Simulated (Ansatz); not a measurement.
This input was run:

```yaml
crystal:
  lattice:
    - [-2.9401404553, 2.9401404553, 1.5993019889]
    - [2.9401404553, -2.9401404553, 1.5993019889]
    - [2.9401404553, 2.9401404553, -1.5993019889]
  atoms:
    - { symbol: Sn, position: [0.0, 0.0, 0.0] }
    - { symbol: Sn, position: [0.75, 0.25, 0.5] }
hamiltonian:
  xc: revpbe
  pseudopotentials: { kind: paw }
kpoints:
  mp_grid: { grid: [9, 9, 9] }
  band_path:
    path:
      - [[0.0, 0.0, 0.0], [0.0, 0.0, 0.5], [-0.5, 0.5, 0.5], [0.0, 0.0, 0.0], [0.3239715651, 0.3239715651, -0.3239715651], [0.25, 0.25, 0.25], [0.0, 0.5, 0.0], [-0.3239715651, 0.6760284349, 0.3239715651], [-0.5, 0.5, 0.5]]
      - [[0.0, 0.0, 0.5], [0.25, 0.25, 0.25]]
    npoints: 14
scf:
  occupations: { method: fermi_dirac, width: 0.05 }
  n_extra_bands: 6
output:
  forces: true
  stress: true
  eigenvalues: true
  fatbands: false
```

System: Sn, space group I4_1/amd (No. 141), 2 atoms in the primitive cell.

Method: revPBE, Ansatz PAW, no spin polarisation, no spin-orbit coupling, 9×9×9 k mesh, 420 eV cutoff, Fermi-Dirac smearing of 0.05 eV (Ansatz 0.2.0).

What will the band structure look like? The path is Γ–X–M–Γ–Z–P–N–Z1–M|X–P.

A metal: 4 bands cross the Fermi level along this path. Bands cross the Fermi level on Γ–X, X–M, M–Γ, Γ–Z, Z–P, P–N, Z1–M and X–P, and not on N–Z1. At Γ the nearest levels lie 1.95 eV below and 2.96 eV above the Fermi level.

Spin-orbit coupling is left out, which matters for Sn. The PAW data sets were made with another functional. In reduced coordinates of the cell that was run, X is (0, 0, 0.5), M is (−0.5, 0.5, 0.5), Z is (0.324, 0.324, −0.324), P is (0.25, 0.25, 0.25), N is (0, 0.5, 0) and Z1 is (−0.324, 0.676, 0.324).

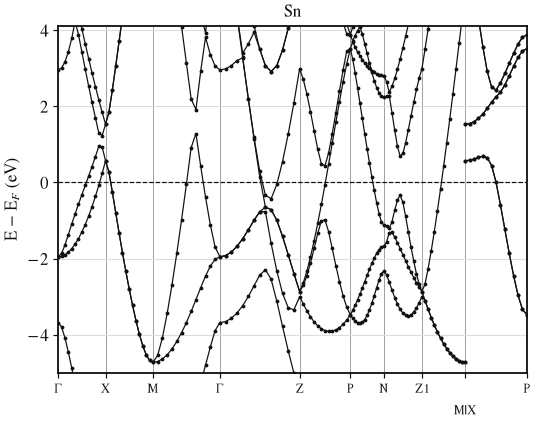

Band structure. Energies are counted from the Fermi level.
